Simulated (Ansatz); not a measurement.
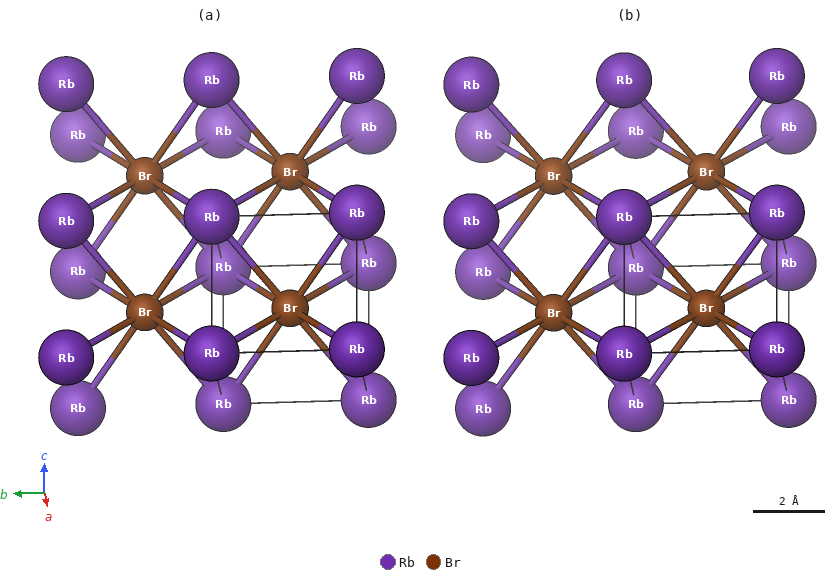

Left: a crystal of RbBr (built on the database structure type) at its r2SCAN-relaxed geometry. Right: the same structure after one change, at the same scale. The picture is a ball-and-stick view of the cell of the calculation, repeated 1 × 2 × 2 with one cell outlined, seen from a free direction.

Method: DFT, HSE06, plane waves, PAW (Ansatz). Set-up: plane-wave cutoff 420 eV; k-point mesh 4 × 4 × 4; occupations fixed; no spin polarisation.

What distinguishes the right structure from the left one?

Answer. The cell is strained by +5.1 % along b and none across it (volume +5.1 %). The atoms were relaxed with r2SCAN under that strain, and this is a single point on that geometry.

What does the change do?

Answer. Near-neighbour distances before and after: Br–Rb 3.572 → 3.634 Å. The space group (tolerance 0.01 Å) goes from Pm-3m (No. 221) to P4/mmm (No. 123). It costs 4.7 meV per atom. Pressure: 0.5 GPa before, −0.3 GPa after. The principal stresses (compression positive) are −1.3 GPa along b and 0.2 GPa across it. All forces vanish by symmetry. The band gap goes from 5.27 to 4.98 eV.
